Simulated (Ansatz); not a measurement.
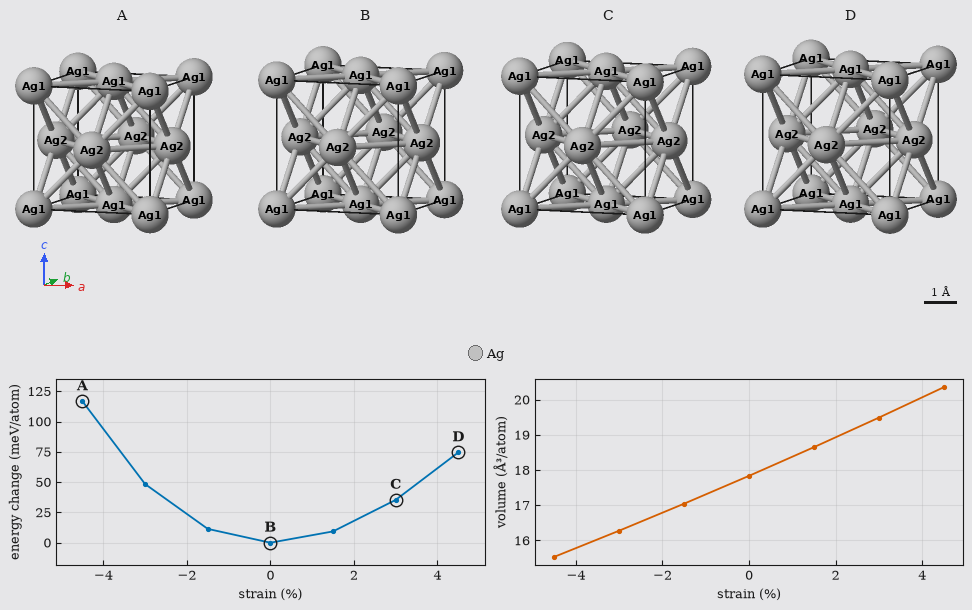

Members of a series of calculations on crystalline Ag (set up in Fm-3m), marked on the first curve. A ball-and-stick model of the conventional cell (2 times the calculation's cell), seen slightly off an axis. Lengths and directions refer to the drawn axes.

Theory: DFT PBE, scalar-relativistic, plane waves, PAW (Ansatz 0.2.0). Set-up: plane-wave cutoff 420 eV; k-point mesh 18 × 18 × 12; occupations gaussian; smearing width 0.1 eV; no spin polarisation.

Question: Which kind of strain is it, and how does the structure respond?

Answer: Equal strain along all axes, cell held, atoms relaxed. A (strain −4.5 %): energy change 117 meV/atom, volume 15.53 Å³ per atom. B (strain 0.0 %): energy change 0.0 meV/atom, volume 17.84 Å³ per atom. C (strain 3.0 %): energy change 35.3 meV/atom, volume 19.49 Å³ per atom. D (strain 4.5 %): energy change 74.5 meV/atom, volume 20.35 Å³ per atom. The rest compares A with D. The volume changes by +31.0 %, with a = b = c 3.961 → 4.334 Å (+9.4 %). Near-neighbour distances before and after: Ag–Ag 2.801 → 3.065 Å.
